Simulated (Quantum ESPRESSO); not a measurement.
# GaP (F-43m): tuning a phonon run for speed, part 2 of 6

How fast can this phonon run on GaP (F-43m) be made without moving its result?

Quantum ESPRESSO 7.5; DFT LDA, scalar-relativistic, plane waves, PseudoDojo norm-conserving pseudopotentials.

So far, gap on the k-mesh (eV): step 2 (a first look) 1.50; step 3 (relaxing the cell and atoms) 1.44. The relaxed cell has a = 5.387 Å (conventional setting).

## (6) Zone-centre response, 32 ranks, 16 pools

Input file ph.in:

```
phonons
 &inputph
    prefix='x',
    outdir='./tmp',
    fildyn='s.dyn',
    tr2_ph=1.0d-18,
    epsil=.true.,
 /
0.000000000000 0.000000000000 0.000000000000
```

Started as:

```sh
$ OMP_NUM_THREADS=1 mpirun -n 32 ph.x -nk 16 -in ph.in > ph.out
```

Log:

```text
[banners, grids, parts of the stress and lines that vanish by symmetry left out]
[banner, memory and clock lines left out]
Program PHONON v.7.5

     ./tmp/x.save/

     IMPORTANT: XC functional enforced from input :
     Exchange-correlation= PW
                           (   1   4   0   0   0   0   0)
     Any further DFT definition will be discarded
     Please, verify this is what you really want

     Reading collected, re-writing distributed wavefunctions in ./tmp/

     Number and degeneracy of irreps per q-point
       N         xq(1)         xq(2)         xq(3)   N irreps
       1   0.000000000   0.000000000   0.000000000       2
        3   3

     Calculation of q =    0.0000000   0.0000000   0.0000000

     phonons

     bravais-lattice index     =            2
     lattice parameter (alat)  =      10.1808  a.u.
     unit-cell volume          =     263.8088 (a.u.)^3
     number of atoms/cell      =            2
     number of atomic types    =            2
     kinetic-energy cut-off    =      80.0000  Ry
     charge density cut-off    =     320.0000  Ry
     convergence threshold     =      1.0E-18
     beta                      =       0.7000
     number of iterations used =            4
     Exchange-correlation= PW
                           (   1   4   0   0   0   0   0)

     celldm(1)=   10.18083  celldm(2)=    0.00000  celldm(3)=    0.00000
     celldm(4)=    0.00000  celldm(5)=    0.00000  celldm(6)=    0.00000

     crystal axes: (cart. coord. in units of alat)
               a(1) = ( -0.5000  0.0000  0.5000 )
               a(2) = (  0.0000  0.5000  0.5000 )
               a(3) = ( -0.5000  0.5000  0.0000 )

     reciprocal axes: (cart. coord. in units 2 pi/alat)
               b(1) = ( -1.0000 -1.0000  1.0000 )
               b(2) = (  1.0000  1.0000  1.0000 )
               b(3) = ( -1.0000  1.0000 -1.0000 )

     Atoms inside the unit cell:

     Cartesian axes

     site n.  atom      mass           positions (alat units)
        1  Ga     69.7230   tau(    1) = (    0.00000    0.00000    0.00000  )
        2  P      30.9738   tau(    2) = (   -0.25000    0.25000    0.25000  )

     Computing dynamical matrix for
                    q = (   0.0000000   0.0000000   0.0000000 )

     25 Sym.Ops. (with q -> -q+G )

     G cutoff =  840.1492  (  12802 G-vectors)     FFT grid: ( 45, 45, 45)
     number of k points=    29
                       cart. coord. in units 2pi/alat
        k(    1) = (   0.0000000   0.0000000   0.0000000), wk =   0.0039062
        k(    2) = (  -0.1250000   0.1250000  -0.1250000), wk =   0.0312500
        k(    3) = (  -0.2500000   0.2500000  -0.2500000), wk =   0.0312500
        [... further k-points left out ...]

     PseudoPot. # 1 for Ga read from file:
     ./pseudo/Ga.upf
     Pseudo is Norm-conserving + core correction, Zval = 13.0
     Using radial grid of 1858 points,  6 beta functions with:
                l(1) =   0
                l(2) =   0
                l(3) =   1
                l(4) =   1
                l(5) =   2
                l(6) =   2

     PseudoPot. # 2 for P  read from file:
     ./pseudo/P.upf
     Pseudo is Norm-conserving + core correction, Zval =  5.0
     Using radial grid of 1298 points,  6 beta functions with:
                l(1) =   0
                l(2) =   0
                l(3) =   1
                l(4) =   1
                l(5) =   2
                l(6) =   2

     Mode symmetry, T_d (-43m)  point group:

     Electric field:
     Dielectric constant
     Born effective charges as d Force / d E

     Atomic displacements:
     There are    2 irreducible representations

     Representation     1      3 modes -  To be done

     Representation     2      3 modes -  To be done

     Alpha used in Ewald sum =   2.8000

     Electric Fields Calculation

      iter #   1   av.it.:   8.6
      thresh= 1.000E-02 alpha_mix =  0.700 |ddv_scf|^2 =  7.733E-08

      iter #   2   av.it.:  16.6
      thresh= 2.781E-05 alpha_mix =  0.700 |ddv_scf|^2 =  5.682E-09

      iter #   3   av.it.:  16.5
      thresh= 7.538E-06 alpha_mix =  0.700 |ddv_scf|^2 =  4.870E-11

      iter #   4   av.it.:  17.5
      thresh= 6.978E-07 alpha_mix =  0.700 |ddv_scf|^2 =  4.319E-12

      iter #   5   av.it.:  17.2
      thresh= 2.078E-07 alpha_mix =  0.700 |ddv_scf|^2 =  1.432E-13

      iter #   6   av.it.:  15.9
      thresh= 3.784E-08 alpha_mix =  0.700 |ddv_scf|^2 =  2.678E-15

      iter #   7   av.it.:  16.7
      thresh= 5.175E-09 alpha_mix =  0.700 |ddv_scf|^2 =  7.301E-17

      iter #   8   av.it.:  17.4
      thresh= 8.545E-10 alpha_mix =  0.700 |ddv_scf|^2 =  8.684E-20

     End of electric fields calculation

          Dielectric constant in cartesian axis

          (      11.587916466      -0.000000000      -0.000000000 )
          (       0.000000000      11.587916466      -0.000000000 )
          (      -0.000000000      -0.000000000      11.587916466 )

          Effective charges (d Force / dE) in cartesian axis without acoustic sum rule applied (asr)

           atom    1  Ga    Mean Z*:        2.04106
      Ex  (        2.04106       -0.00000       -0.00000 )
      Ey  (       -0.00000        2.04106        0.00000 )
      Ez  (       -0.00000        0.00000        2.04106 )
           atom    2  P     Mean Z*:       -2.16062
      Ex  (       -2.16062        0.00000        0.00000 )
      Ey  (        0.00000       -2.16062        0.00000 )
      Ez  (        0.00000        0.00000       -2.16062 )

          Effective charges Sum: Mean:       -0.11956
             -0.11956       -0.00000       -0.00000
              0.00000       -0.11956        0.00000
             -0.00000        0.00000       -0.11956

          Effective charges (d Force / dE) in cartesian axis with asr applied:
           atom    1  Ga    Mean Z*:        2.10084
      E*x (        2.10084       -0.00000       -0.00000 )
      E*y (       -0.00000        2.10084        0.00000 )
      E*z (       -0.00000        0.00000        2.10084 )
           atom    2  P     Mean Z*:       -2.10084
      E*x (       -2.10084        0.00000        0.00000 )
      E*y (        0.00000       -2.10084       -0.00000 )
      E*z (        0.00000       -0.00000       -2.10084 )

     Representation #   1 modes #   1   2   3

     Self-consistent Calculation

      iter #   1   av.it.:   7.8
      thresh= 1.000E-02 alpha_mix =  0.700 |ddv_scf|^2 =  4.401E-08

      iter #   2   av.it.:  16.7
      thresh= 2.098E-05 alpha_mix =  0.700 |ddv_scf|^2 =  3.583E-09

      iter #   3   av.it.:  16.8
      thresh= 5.986E-06 alpha_mix =  0.700 |ddv_scf|^2 =  5.788E-11

      iter #   4   av.it.:  17.3
      thresh= 7.608E-07 alpha_mix =  0.700 |ddv_scf|^2 =  6.441E-12

      iter #   5   av.it.:  17.2
      thresh= 2.538E-07 alpha_mix =  0.700 |ddv_scf|^2 =  2.350E-14

      iter #   6   av.it.:  16.8
      thresh= 1.533E-08 alpha_mix =  0.700 |ddv_scf|^2 =  1.672E-16

[...]
End of self-consistent calculation

     Convergence has been achieved

     Representation #   2 modes #   4   5   6

     Self-consistent Calculation

[...]
iter #   3   av.it.:  17.6
      thresh= 8.491E-05 alpha_mix =  0.700 |ddv_scf|^2 =  6.423E-10

      iter #   4   av.it.:  17.6
      thresh= 2.534E-06 alpha_mix =  0.700 |ddv_scf|^2 =  1.465E-11

      iter #   5   av.it.:  17.2
      thresh= 3.828E-07 alpha_mix =  0.700 |ddv_scf|^2 =  1.917E-13

      iter #   6   av.it.:  17.1
      thresh= 4.378E-08 alpha_mix =  0.700 |ddv_scf|^2 =  4.817E-15

      iter #   7   av.it.:  16.6
      thresh= 6.940E-09 alpha_mix =  0.700 |ddv_scf|^2 =  1.563E-16

      iter #   8   av.it.:  17.4
      thresh= 1.250E-09 alpha_mix =  0.700 |ddv_scf|^2 =  2.613E-18

      iter #   9   av.it.:  17.0
      thresh= 1.617E-10 alpha_mix =  0.700 |ddv_scf|^2 =  5.032E-20

     End of self-consistent calculation

     Convergence has been achieved

     Number of q in the star =    1
     List of q in the star:
          1   0.000000000   0.000000000   0.000000000

          Dielectric constant in cartesian axis

          (      11.587916466      -0.000000000      -0.000000000 )
          (       0.000000000      11.587916466      -0.000000000 )
          (      -0.000000000      -0.000000000      11.587916466 )

          Effective charges (d Force / dE) in cartesian axis without acoustic sum rule applied (asr)

           atom    1  Ga    Mean Z*:        2.04106
      Ex  (        2.04106       -0.00000       -0.00000 )
      Ey  (       -0.00000        2.04106        0.00000 )
      Ez  (       -0.00000        0.00000        2.04106 )
           atom    2  P     Mean Z*:       -2.16062
      Ex  (       -2.16062        0.00000        0.00000 )
      Ey  (        0.00000       -2.16062        0.00000 )
      Ez  (        0.00000        0.00000       -2.16062 )

          Effective charges Sum: Mean:       -0.11956
             -0.11956       -0.00000       -0.00000
              0.00000       -0.11956        0.00000
             -0.00000        0.00000       -0.11956

          Effective charges (d Force / dE) in cartesian axis with asr applied:
           atom    1  Ga    Mean Z*:        2.10084
      E*x (        2.10084       -0.00000       -0.00000 )
      E*y (       -0.00000        2.10084        0.00000 )
      E*z (       -0.00000        0.00000        2.10084 )
           atom    2  P     Mean Z*:       -2.10084
      E*x (       -2.10084        0.00000        0.00000 )
      E*y (        0.00000       -2.10084       -0.00000 )
      E*z (        0.00000       -0.00000       -2.10084 )

     Diagonalizing the dynamical matrix

     q = (    0.000000000   0.000000000   0.000000000 )

 **************************************************************************
     freq (    1) =       0.037737 [THz] =       1.258763 [cm-1]
     freq (    2) =       0.037737 [THz] =       1.258763 [cm-1]
     freq (    3) =       0.037737 [THz] =       1.258763 [cm-1]
     freq (    4) =      10.949754 [THz] =     365.244490 [cm-1]
     freq (    5) =      10.949754 [THz] =     365.244490 [cm-1]
     freq (    6) =      10.949754 [THz] =     365.244490 [cm-1]
 **************************************************************************

     Mode symmetry, T_d (-43m)  point group:

     freq (   1-   3) =          1.3  [cm-1]   --> T_2  G_15 P_4   I+R
     freq (   4-   6) =        365.2  [cm-1]   --> T_2  G_15 P_4   I+R
```

The job ended after 59 s (32 MPI ranks of Arm Neoverse N1, host not shared).

This step gave:

- miss of the charge sum rule: 0.1196 e
- largest acoustic frequency at the zone centre before the sum rule: 1.26 cm⁻¹
- highest optical zone-centre mode (no LO-TO term): 365.2 cm⁻¹
- lowest optical zone-centre mode: 365.2 cm⁻¹
- mean high-frequency dielectric constant: 11.59
- largest Born charge in size (third of the trace): 2.161 e

Optical modes; normalised displacements of the dynamical-matrix file. Modes at Γ, with each element's share of the kinetic energy:

| mode | frequency (cm⁻¹) | symmetry | Ga % | P % |
| --- | --- | --- | --- | --- |
| 1 | 365.2 | T2 | 31 | 69 |
| 2 | 365.2 | T2 | 31 | 69 |
| 3 | 365.2 | T2 | 31 | 69 |

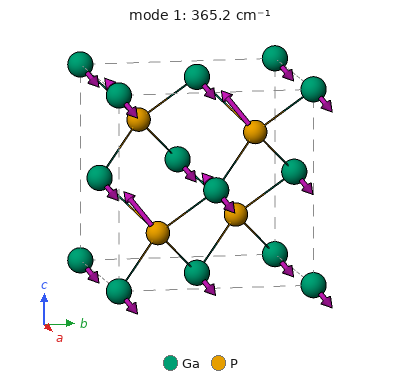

Displacement patterns of mode 1 at Γ; arrows are exaggerated. Bonds to atoms that aren't drawn are left out. Some periodic images of atoms are drawn too.

Born charge (rows field, columns displacement), before the sum rule (e), principal values of the symmetric part by kind of site:

| atom | atoms with these values | low | middle | high | mean |
| --- | --- | --- | --- | --- | --- |
| Ga1 | 1 | 2.04 | 2.04 | 2.04 | 2.04 |
| P2 | 1 | -2.16 | -2.16 | -2.16 | -2.16 |

In full for P2:

```
-2.16  0.00  0.00
 0.00 -2.16  0.00
 0.00  0.00 -2.16
```

High-frequency dielectric tensor:

```
11.59  0.00  0.00
 0.00 11.59  0.00
 0.00  0.00 11.59
```

The highest optical mode without the LO-TO term lies at 365.2 cm⁻¹; 25 response iterations.

## (7) Ground state, 32 ranks, 1 pool

Input file scf.in:

```
 &control
    calculation='scf',
    prefix='x',
    outdir='./tmp',
    pseudo_dir='./pseudo',
    tprnfor=.true.,
    tstress=.true.,
 /
 &system
    ibrav=2,
    celldm(1)=10.18082769,
    nat=2,
    ntyp=2,
    ecutwfc=80.0,
    occupations='fixed',
    nbnd=11,
 /
 &electrons
    conv_thr=1.0d-12,
    mixing_beta=0.7,
    electron_maxstep=100,
 /
ATOMIC_SPECIES
 Ga     69.7230  Ga.upf
 P      30.9738  P.upf
ATOMIC_POSITIONS crystal
 Ga     0.000000000   0.000000000   0.000000000
 P      0.250000000   0.250000000   0.250000000
K_POINTS automatic
 8 8 8 0 0 0
```

Started as:

```sh
$ OMP_NUM_THREADS=1 mpirun -n 32 pw.x -nk 1 -in scf.in > scf.out
```

Log:

```text
[banners, grids, parts of the stress and lines that vanish by symmetry left out]
[banner, memory and clock lines left out]
Program PWSCF v.7.5

[...]
kinetic-energy cutoff     =      80.0000  Ry
     charge density cutoff     =     320.0000  Ry
     scf convergence threshold =      1.0E-12
[...]
Exchange-correlation= SLA  PW   NOGX NOGC
                           (   1   4   0   0   0   0   0)
[...]
24 Sym. Ops. (no inversion) found
[...]
number of k points=    29
[...]
End of self-consistent calculation
[...]
highest occupied, lowest unoccupied level (ev):     7.8252    9.2629
!    total energy              =    -166.69867242 Ry
[...]
convergence has been achieved in  10 iterations
[...]
atom    1 type  1   force =     0.00000000   -0.00000000   -0.00000000
     atom    2 type  2   force =    -0.00000000    0.00000000    0.00000000
     Total force =     0.000000     Total SCF correction =     0.000000
[...]
total   stress  (Ry/bohr**3)                   (kbar)     P=       -0.29
[...]
XML data file, charge density, pseudopotentials, collected wavefunctions
```

The job ended after 4.7 s (32 MPI ranks).

## (8) Zone-centre response, 32 ranks, 1 pool

It starts from a fresh copy of the ground state of step 7.

ph.in is that of step 6.

Started as:

```sh
$ OMP_NUM_THREADS=1 mpirun -n 32 ph.x -nk 1 -in ph.in > ph.out
```

Log:

```text
[banners, grids, parts of the stress and lines that vanish by symmetry left out]
[banner, memory and clock lines left out]
Program PHONON v.7.5

[...]
Exchange-correlation= PW
                           (   1   4   0   0   0   0   0)
[...]
kinetic-energy cut-off    =      80.0000  Ry
     charge density cut-off    =     320.0000  Ry
     convergence threshold     =      1.0E-18
[...]
Exchange-correlation= PW
                           (   1   4   0   0   0   0   0)
[...]
q = (   0.0000000   0.0000000   0.0000000 )
     25 Sym.Ops. (with q -> -q+G )
     G cutoff =  840.1492  (    802 G-vectors)     FFT grid: ( 45, 45, 45)
     number of k points=    29
[...]
Mode symmetry, T_d (-43m)  point group:
[...]
Dielectric constant
[...]
End of electric fields calculation
          Dielectric constant in cartesian axis
          (      11.587908756       0.000000000      -0.000000000 )
[...]
Ey  (        0.00000        2.04106       -0.00000 )
      Ez  (       -0.00000       -0.00000        2.04106 )
           atom    2  P     Mean Z*:       -2.16062
      Ex  (       -2.16062        0.00000        0.00000 )
      Ey  (        0.00000       -2.16062       -0.00000 )
      Ez  (        0.00000        0.00000       -2.16062 )
          Effective charges Sum: Mean:       -0.11956
[...]
Effective charges (d Force / dE) in cartesian axis with asr applied:
           atom    1  Ga    Mean Z*:        2.10084
[...]
atom    2  P     Mean Z*:       -2.10084
[...]
q = (    0.000000000   0.000000000   0.000000000 )
[...]
freq (    1) =       0.028548 [THz] =       0.952246 [cm-1]
     freq (    2) =       0.028548 [THz] =       0.952246 [cm-1]
     freq (    3) =       0.028548 [THz] =       0.952246 [cm-1]
     freq (    4) =      10.949750 [THz] =     365.244331 [cm-1]
     freq (    5) =      10.949750 [THz] =     365.244331 [cm-1]
     freq (    6) =      10.949750 [THz] =     365.244331 [cm-1]
[...]
Mode symmetry, T_d (-43m)  point group:
     freq (   1-   3) =          1.0  [cm-1]   --> T_2  G_15 P_4   I+R
     freq (   4-   6) =        365.2  [cm-1]   --> T_2  G_15 P_4   I+R
```

It took 2 min on 32 MPI ranks; 63 min of CPU time.

The highest optical mode without the LO-TO term lies at 365.2 cm⁻¹, +0.0 from the run before; 25 response iterations.

## (9) Self-consistent run for the response, 16 ranks, 16 pools

scf.in is that of step 7.

Started as:

```sh
$ OMP_NUM_THREADS=1 mpirun -n 16 pw.x -nk 16 -in scf.in > scf.out
```

Log:

```text
[banners, grids, parts of the stress and lines that vanish by symmetry left out]
[banner, memory and clock lines left out]
Program PWSCF v.7.5

[...]
kinetic-energy cutoff     =      80.0000  Ry
     charge density cutoff     =     320.0000  Ry
     scf convergence threshold =      1.0E-12
[...]
Exchange-correlation= SLA  PW   NOGX NOGC
                           (   1   4   0   0   0   0   0)
[...]
24 Sym. Ops. (no inversion) found
[...]
number of k points=    29
[...]
End of self-consistent calculation
[...]
highest occupied, lowest unoccupied level (ev):     7.8252    9.2629
!    total energy              =    -166.69867242 Ry
[...]
convergence has been achieved in  11 iterations
[...]
atom    1 type  1   force =     0.00000000    0.00000000    0.00000000
     atom    2 type  2   force =     0.00000000    0.00000000    0.00000000
     Total force =     0.000000     Total SCF correction =     0.000000
[...]
total   stress  (Ry/bohr**3)                   (kbar)     P=       -0.29
[...]
XML data file, charge density, pseudopotentials, collected wavefunctions
```

Elapsed: 5.1 s, on 16 MPI ranks; 80 s of CPU time.

## (10) Linear response at Γ, 16 ranks, 16 pools

It starts from a fresh copy of the ground state of step 9.

ph.in is that of step 8.

Started as:

```sh
$ OMP_NUM_THREADS=1 mpirun -n 16 ph.x -nk 16 -in ph.in > ph.out
```

Log:

```text
[banners, grids, parts of the stress and lines that vanish by symmetry left out]
[banner, memory and clock lines left out]
Program PHONON v.7.5

[...]
Exchange-correlation= PW
                           (   1   4   0   0   0   0   0)
[...]
kinetic-energy cut-off    =      80.0000  Ry
     charge density cut-off    =     320.0000  Ry
     convergence threshold     =      1.0E-18
[...]
Exchange-correlation= PW
                           (   1   4   0   0   0   0   0)
[...]
q = (   0.0000000   0.0000000   0.0000000 )
     25 Sym.Ops. (with q -> -q+G )
     G cutoff =  840.1492  (  25605 G-vectors)     FFT grid: ( 45, 45, 45)
     number of k points=    29
[...]
Mode symmetry, T_d (-43m)  point group:
[...]
Dielectric constant
[...]
End of electric fields calculation
          Dielectric constant in cartesian axis
          (      11.587913323      -0.000000000      -0.000000000 )
[...]
Ey  (       -0.00000        2.04106        0.00000 )
      Ez  (       -0.00000        0.00000        2.04106 )
           atom    2  P     Mean Z*:       -2.16062
      Ex  (       -2.16062        0.00000        0.00000 )
      Ey  (        0.00000       -2.16062       -0.00000 )
      Ez  (        0.00000       -0.00000       -2.16062 )
          Effective charges Sum: Mean:       -0.11956
[...]
Effective charges (d Force / dE) in cartesian axis with asr applied:
           atom    1  Ga    Mean Z*:        2.10084
[...]
atom    2  P     Mean Z*:       -2.10084
[...]
q = (    0.000000000   0.000000000   0.000000000 )
[...]
freq (    1) =       0.091347 [THz] =       3.047005 [cm-1]
     freq (    2) =       0.091347 [THz] =       3.047005 [cm-1]
     freq (    3) =       0.091347 [THz] =       3.047005 [cm-1]
     freq (    4) =      10.949895 [THz] =     365.249185 [cm-1]
     freq (    5) =      10.949895 [THz] =     365.249185 [cm-1]
     freq (    6) =      10.949895 [THz] =     365.249185 [cm-1]
[...]
Mode symmetry, T_d (-43m)  point group:
     freq (   1-   3) =          3.0  [cm-1]   --> T_2  G_15 P_4   I+R
     freq (   4-   6) =        365.2  [cm-1]   --> T_2  G_15 P_4   I+R
```

Wall time 1.7 min (16 MPI ranks).

The highest optical mode without the LO-TO term lies at 365.2 cm⁻¹, +0.0 from the run before; 25 response iterations.

## (11) Ground state, 16 ranks, 1 pool

scf.in is that of step 9.

Started as:

```sh
$ OMP_NUM_THREADS=1 mpirun -n 16 pw.x -nk 1 -in scf.in > scf.out
```

Log:

```text
[banners, grids, parts of the stress and lines that vanish by symmetry left out]
[banner, memory and clock lines left out]
Program PWSCF v.7.5

[...]
kinetic-energy cutoff     =      80.0000  Ry
     charge density cutoff     =     320.0000  Ry
     scf convergence threshold =      1.0E-12
[...]
Exchange-correlation= SLA  PW   NOGX NOGC
                           (   1   4   0   0   0   0   0)
[...]
24 Sym. Ops. (no inversion) found
[...]
number of k points=    29
[...]
End of self-consistent calculation
[...]
highest occupied, lowest unoccupied level (ev):     7.8252    9.2629
!    total energy              =    -166.69867242 Ry
[...]
convergence has been achieved in  11 iterations
[...]
atom    1 type  1   force =     0.00000000    0.00000000    0.00000000
     atom    2 type  2   force =    -0.00000000   -0.00000000   -0.00000000
     Total force =     0.000000     Total SCF correction =     0.000000
[...]
total   stress  (Ry/bohr**3)                   (kbar)     P=       -0.29
[...]
XML data file, charge density, pseudopotentials, collected wavefunctions
```

Run time: 5.1 s. Hardware: 16 MPI ranks; 80 s of CPU time.

(Part 2 of 6 ends here.)

[Host names and launcher messages were left out of these logs when they were recorded.]

[Logs are printed without paths, hosts, clocks, repeated set-up lines and the standing remarks that a program may print on its own settings, such as how far it seeks lower states.]

[Hosts, paths, dates, database ids (printed as entryN), source tags and the programs' standing remarks are cut or masked in the printed files.]
